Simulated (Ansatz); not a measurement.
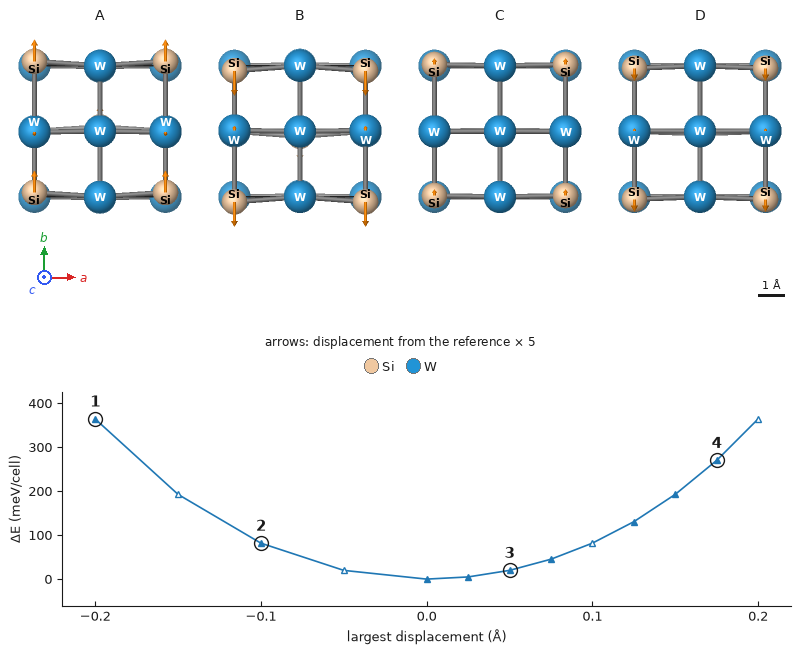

Energy scan for crystalline SiW3 (Im-3m), in which a normal mode of wave vector (1/2, 1/2, 1/2) of the primitive cell, folded into a doubled cell, (one arbitrary combination within a set of 3 degenerate modes) is frozen in with the cell fixed, the amplitude being the largest displacement of an atom. The frames are shuffled; the numbered points of the plot belong to them. Hollow markers are points alike by symmetry, not computed again. The picture is a ball-and-stick view of the cell of the calculation, reduced to other axes, seen along the c axis. Orange arrows: displacements from the reference. Lengths and directions refer to the drawn axes.

Level of theory: DFT PBE, scalar-relativistic, plane waves, PAW in Ansatz. (plane-wave cutoff 420 eV; k-point mesh 10 × 10 × 10; occupations gaussian; smearing width 0.15 eV; no spin polarisation). Energies (free energies at the smearing named) are counted from the relaxed crystal.

### Match the frames to the points.

Point 1 is frame B (the amplitude −0.20 Å, 364 meV/cell); 2 is frame D (the amplitude −0.10 Å, 82 meV/cell); 3 is frame C (the amplitude 0.05 Å, 20 meV/cell); 4 is frame A (the amplitude 0.175 Å, 270 meV/cell). The harmonic wavenumber of the mode is 249 cm⁻¹, a stable vibration. Of the computed points the lowest is at the amplitude 0.00 Å, 0 meV/cell. At the ends of the scan the energy is 364 meV/cell (−0.20 Å) and 364 meV/cell (0.20 Å). The well is symmetric. At the highest point the shortest interatomic distance is 2.37 Å, against 2.60 Å in the reference.
